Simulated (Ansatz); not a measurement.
# Energy of SiC along a shift of atoms along one path

System: SiC (8 atoms in the cell).
Method: DFT PBEsol, scalar-relativistic, plane waves, PAW, PAW set soft_1, no spin polarisation (Ansatz 0.2.0).

The 5 runs differ only in the geometry, by a shift of atoms along one path in a fixed cell. The shift s is measured from run 3: Si1 moves along the Cartesian direction (0.00, 0.00, 1.00), and Si2, Si3, Si4, C5, C6, C7 and C8 with it in fixed proportion. The structure derives from a Materials Project entry.

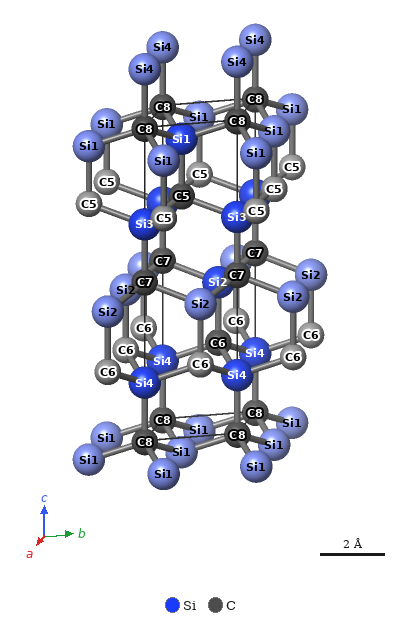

Figure 1. The structure of run 3 (ball-and-stick view of the cell of the calculation, seen slightly off an axis; neighbours outside the cell are drawn fainter; atoms are numbered from 1 in the order of the input). An atom can appear more than once, as a periodic image.

**Input of run 3**
```yaml
crystal:
  lattice:
    - [3.0780670561, 0.0, 0.0]
    - [-1.539033528, 2.6656842651, 0.0]
    - [0.0, 0.0, 10.0758090271]
  atoms:
    - { symbol: Si, position: [0.6683738625, 0.3333333333, 0.9324684706] }
    - { symbol: Si, position: [0.3316261375, 0.6666666667, 0.4431872128] }
    - { symbol: Si, position: [0.0017618921, 0.0, 0.6904679019] }
    - { symbol: Si, position: [-0.0017618921, 0.0, 0.1853267967] }
    - { symbol: C, position: [0.6617934785, 0.3333333333, 0.7483901297] }
    - { symbol: C, position: [0.3382065215, 0.6666666667, 0.2512482071] }
    - { symbol: C, position: [0.003710968, 0.0, 0.5053367007] }
    - { symbol: C, position: [-0.003710968, 0.0, -0.0044274195] }
basis:
  ecutwfc: 520.0
kpoints:
  mp_grid: { grid: [12, 12, 4] }
hamiltonian:
  xc: pbesol
  pseudopotentials: { kind: paw, azcp: { folder: soft_1 } }
scf:
  occupations: { method: gaussian, width: 0.05 }
output:
  forces: true
  stress: true
  eigenvalues: true
```

Command:
```bash
ansatz run input.yaml --threads 2 --pin off --max-ram 4096MiB --backend cpu --events-out ev --progress --plain --runs-dir out
```

Run 2 differs from it as follows:
```diff
-    - { symbol: Si, position: [0.6683738625, 0.3333333333, 0.9324684706] }
-    - { symbol: Si, position: [0.3316261375, 0.6666666667, 0.4431872128] }
-    - { symbol: Si, position: [0.0017618921, 0.0, 0.6904679019] }
-    - { symbol: Si, position: [-0.0017618921, 0.0, 0.1853267967] }
-    - { symbol: C, position: [0.6617934785, 0.3333333333, 0.7483901297] }
-    - { symbol: C, position: [0.3382065215, 0.6666666667, 0.2512482071] }
-    - { symbol: C, position: [0.003710968, 0.0, 0.5053367007] }
-    - { symbol: C, position: [-0.003710968, 0.0, -0.0044274195] }
+    - { symbol: Si, position: [0.6683738625, 0.3333333333, 0.929788785] }
+    - { symbol: Si, position: [0.3316261375, 0.6666666667, 0.4458668984] }
+    - { symbol: Si, position: [0.0017618921, 0.0, 0.6917531782] }
+    - { symbol: Si, position: [-0.0017618921, 0.0, 0.1840415204] }
+    - { symbol: C, position: [0.6617934785, 0.3333333333, 0.7476756103] }
+    - { symbol: C, position: [0.3382065215, 0.6666666667, 0.2519627265] }
+    - { symbol: C, position: [0.003710968, 0.0, 0.5077777307] }
+    - { symbol: C, position: [-0.003710968, 0.0, -0.0068684495] }
```

**Results, with one run withheld**

| run | shift s of Si1 (Å) | free energy per atom, from the lowest run given (meV) | pressure (GPa) | gap on the mesh (eV) | force along the path (eV/Å) |
| --- | --- | --- | --- | --- | --- |
| 1 | −0.0540 | 37.89 | 0.87 | 1.72 | 5.623 |
| 2 | −0.0270 | ? | ? | ? | ? |
| 3 | 0.0000 | 9.46 | 0.25 | 1.99 | 2.804 |
| 4 | 0.0270 | 2.36 | 0.10 | 2.06 | 1.401 |
| 5 | 0.0540 | 0.00 | 0.05 | 2.08 | 0.000 |

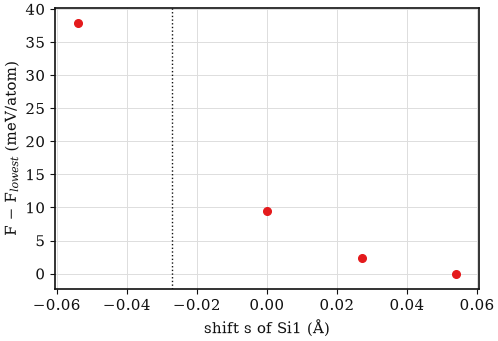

Figure 2. Free energy per atom of the runs given; the dotted line marks run 2.

What should run 2 give?

A quadratic polynomial in the coordinate, fitted to the 4 runs given, misses them by under 0.01 meV per atom. With x = s − 0.0067, it reads F = 7.256 − 307.25 x + 3252.6 x² (meV per atom). At run 2 it gives 21.30 meV per atom, and the run itself gives 21.30. The slope of the fit gives a force −dF/ds of 4.212 eV/Å along the path (summed over the atoms that move), and the printed forces give 4.211 eV/Å. The fit has no minimum inside this range. The gap on the mesh goes, without turning, from 1.72 eV in run 1 to 2.08 eV in run 5; run 2 has 1.87 eV. These are gaps of this functional on this mesh, which can miss the band edges; they aren't the measured gap.

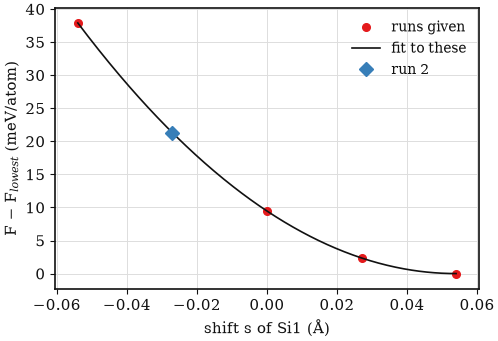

Figure 3. The fit and the withheld run.

**Output, shortened to warnings, some set-up lines, iterations and results (run 2)**
```
Warning: [file] the record states the generating functional pbe (its physics header spells it `PBE`), which answers neither for hamiltonian.xc's functional nor for the pbesol family's — results may be inconsistent (PPs are generated against a specific XC)
Warning: [file] the record states the generating functional pbe (its physics header spells it `PBE`), which answers neither for hamiltonian.xc's functional nor for the pbesol family's — results may be inconsistent (PPs are generated against a specific XC)
Basis set: ecut = 520 eV, 2209 PW (Γ), exchange–correlation on 48×48×150 points (8 copies of the dense FFT grid, shifted against one another)
Symmetry: 1 space group operations
k-points: 292 of 576 (time reversal used)
Initial density: superposition of atomic densities (chi_scale 0.1, normalization cell, long waves kept (reshape's long-wave potential 0.02 eV rms))
[...]
SCF iter   1: F=—  HF=-3480.440790 eV  |F-HF|=—  |Δ(HF+E_count)|=         —  Δρ=1.34e-1  dr2=1.81e1  ethr=3.10e-3  ⟨swp⟩=6.6  Hψ=40995  notcnv=0  defer=18
SCF iter   2: F=—  HF=-3474.819473 eV  |F-HF|=—  |Δ(HF+E_count)|=    5.62e0  Δρ=3.36e-2  dr2=6.61e-1  ethr=3.10e-3  ⟨swp⟩=4.0  Hψ=18149  notcnv=0  defer=805
SCF iter   3: F=—  HF=-3474.679698 eV  |F-HF|=—  |Δ(HF+E_count)|=   1.40e-1  Δρ=1.18e-2  dr2=5.84e-2  ethr=2.07e-3  ⟨swp⟩=2.9  Hψ=12318  notcnv=0  defer=805
SCF iter   4: F=—  HF=-3474.674745 eV  |F-HF|=—  |Δ(HF+E_count)|=   4.95e-3  Δρ=1.43e-3  dr2=6.28e-3  ethr=1.83e-4  ⟨swp⟩=3.0  Hψ=11439  notcnv=0  defer=805
SCF iter   5: F=—  HF=-3474.673250 eV  |F-HF|=—  |Δ(HF+E_count)|=   1.49e-3  Δρ=3.56e-4  dr2=1.13e-4  ethr=1.96e-5  ⟨swp⟩=2.0  Hψ=9039  notcnv=0  defer=513
SCF iter   6: F=—  HF=-3474.673256 eV  |F-HF|=—  |Δ(HF+E_count)|=   6.07e-6  Δρ=1.09e-4  dr2=1.55e-5  ethr=3.54e-7  ⟨swp⟩=2.0  Hψ=9914  notcnv=0  defer=513
SCF iter   7: F=—  HF=-3474.673255 eV  |F-HF|=—  |Δ(HF+E_count)|=   1.17e-6  Δρ=2.60e-5  dr2=4.55e-7  ethr=4.83e-8  ⟨swp⟩=2.0  Hψ=9553  notcnv=0  defer=513
SCF iter   8: F=-3474.673255 eV  HF=-3474.673255 eV  |F-HF|=1.13e-8  |Δ(HF+E_count)|=   1.61e-9  Δρ=8.72e-6  dr2=2.60e-8  ethr=3.13e-10  ⟨swp⟩=14.1  Hψ=42062  notcnv=0
SCF 1 converged in 8 iterations: F = -3474.673255 eV  dr2 = 2.60e-8
SCF converged after 8 iterations
Free energy (F): -3474.673255 eV
Harris-Foulkes:  -3474.673255 eV  (|F-HF|=1.13e-8)
Internal energy: -3474.673255 eV  (E = F + TS)
E sigma→0 (E₀):  -3474.673255 eV
Fermi energy:    10.616344 eV
--- Per-component energies (eV) ---
  E_band       = 112.329595
  E_kinetic    = 531.964601
  E_local      = -387.620789  (includes V_loc(G=0)·N_el)
  E_nonlocal   = 181.701620
  E_hartree    = 129.164084
  E_xc         = -419.287412
  E_vxc        = -434.117715  (∫ρ·V_xc dr)
  E_paw        = -2375.625773  (= ΣΔE_a)
  E_vpaw       = -37.925620  (= ΣTr[D̂ρ^β])
  E_aug_tail   = 0.000048  (compensation charges beyond the density's cutoff)
  E_ewald      = -1135.180279
  E_core_change = 0.210645  (= ΣΔE_core)
  E_smearing   = -0.000000  (= −TS)
  E_closure    = -0.000000  (closes the sum)
  Σ components = -3474.673255   (vs F -3474.673255, Δ=0.00e0)
--- Forces (eV/Å), atoms counted from 1 ---
  atom   1  Si    -0.31869636     0.00729510     1.43892742
  atom   2  Si     0.33504442    -0.00744765    -1.17840828
  atom   3  Si    -0.37503457    -0.01292644    -0.56533577
  atom   4  Si     0.30162444     0.01023544     0.66759206
  atom   5  C      0.43589367     0.01317150     0.01098153
  atom   6  C     -0.36286332    -0.01032236    -0.26161853
  atom   7  C     -0.31301798     0.00731150    -0.56612527
  atom   8  C      0.29704991    -0.00731708     0.45397034
  max |Σ_I F_I| component: 1.65e-5 eV/Å
--- Stress (GPa, compression-positive) ---
        0.288987       0.263118       0.056772
        0.263117       0.240660       0.001456
        0.056772       0.001457       0.992621
  P = ⅓ Tr σ = 0.5074 GPa (5.074 kbar)
```

Warnings of the run: the PAW datasets were made with another functional.
